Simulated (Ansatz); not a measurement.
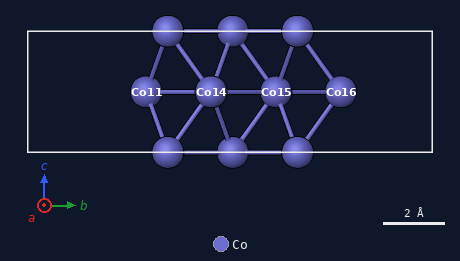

This is the input geometry for a relaxation of a wire of composition Co. The picture is a ball-and-stick view of the cell of the calculation, with the vacuum cut short (origin shifted), seen along the a axis.

Case: wire along [0 0 1], 16 atoms a period.

The calculation used DFT PBE, scalar-relativistic, plane waves, PAW (Ansatz).

The input:
```yaml
crystal:
  lattice:
    - [14.0, 0.0, 0.0]
    - [0.0, 15.8, 0.0]
    - [0.0, 0.0, 4.0336830969]
  atoms:
    - { symbol: Co, position: [0.3219803962, 0.340626467, 0.25], spin: 1.84 }
    - { symbol: Co, position: [0.5, 0.340626467, 0.25], spin: 1.84 }
    - { symbol: Co, position: [0.4109901981, 0.4772323524, 0.25], spin: 1.84 }
    - { symbol: Co, position: [0.3219803962, 0.6138382379, 0.25], spin: 1.84 }
    - { symbol: Co, position: [0.6780196038, 0.340626467, 0.25], spin: 1.84 }
    - { symbol: Co, position: [0.5890098019, 0.4772323524, 0.25], spin: 1.84 }
    - { symbol: Co, position: [0.5, 0.6138382379, 0.25], spin: 1.84 }
    - { symbol: Co, position: [0.6780196038, 0.6138382379, 0.25], spin: 1.84 }
    - { symbol: Co, position: [0.4109901981, 0.2950911718, 0.75], spin: 1.84 }
    - { symbol: Co, position: [0.3219803962, 0.4316970573, 0.75], spin: 1.84 }
    - { symbol: Co, position: [0.5890098019, 0.2950911718, 0.75], spin: 1.84 }
    - { symbol: Co, position: [0.5, 0.4316970573, 0.75], spin: 1.84 }
    - { symbol: Co, position: [0.4109901981, 0.5683029427, 0.75], spin: 1.84 }
    - { symbol: Co, position: [0.6780196038, 0.4316970573, 0.75], spin: 1.84 }
    - { symbol: Co, position: [0.5890098019, 0.5683029427, 0.75], spin: 1.84 }
    - { symbol: Co, position: [0.5, 0.7049088282, 0.75], spin: 1.84 }
basis:
  ecutwfc: 420
kpoints:
  mp_grid: { grid: [1, 1, 13] }
hamiltonian:
  xc: pbe
scf:
  occupations: { method: gaussian, width: 0.05 }
  lower_state_search: "off"
output:
  forces: true
  stress: true
  eigenvalues: true
  populations: true
  write_density: true
  write_potential: true
  elf: true
  volumetric_format: npy
magnetization:
  spin_polarized: true
relax:
  adjacent_minimum: "off"
  f_tol: 0.02
  max_steps: 45
  cell: { fix: [a, b, alpha, beta, gamma], stress_tol: 0.03 }
```

Launched with:
```bash
ansatz run input.yaml --threads 4 --pin off --max-ram 11264MiB --backend cpu --events-out ev --progress --plain --runs-dir out
```

> Where does the relaxation end?

The energy falls by 1.198 eV per cell of the calculation in 5 accepted moves (6 points after the start). Largest force component: 1.5 eV/Å at the start, 0.014 eV/Å at the end. The SCF was repeated once at an unchanged geometry on a basis and grid sized afresh for the cell, which shifted the energy by 4.7 meV per cell of the calculation at most. Co16 moves most relative to the layer's centre: 0.22 Å. Along the periodic axis the drawn cell goes c 4.034 → 3.927 Å (−2.6 %). Some distances before and after: Co7–Co16 2.478 → 2.289 Å, Co4–Co13 2.478 → 2.296 Å, Co4–Co7 2.492 → 2.323 Å, Co13–Co16 2.492 → 2.334 Å. Among the angles between lasting bonds that change: Co13–Co4–Co13 109.0° → 117.5°, Co13–Co16–Co15 60.0° → 68.1°, Co3–Co4–Co7 60.0° → 67.2°. Cost: 18 min on 4 threads of Arm Neoverse V2, with other jobs on the host, peak memory 3.8 GiB.

After the run, drawn alike:

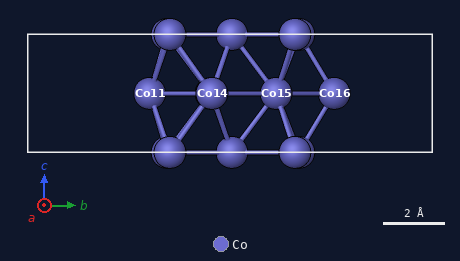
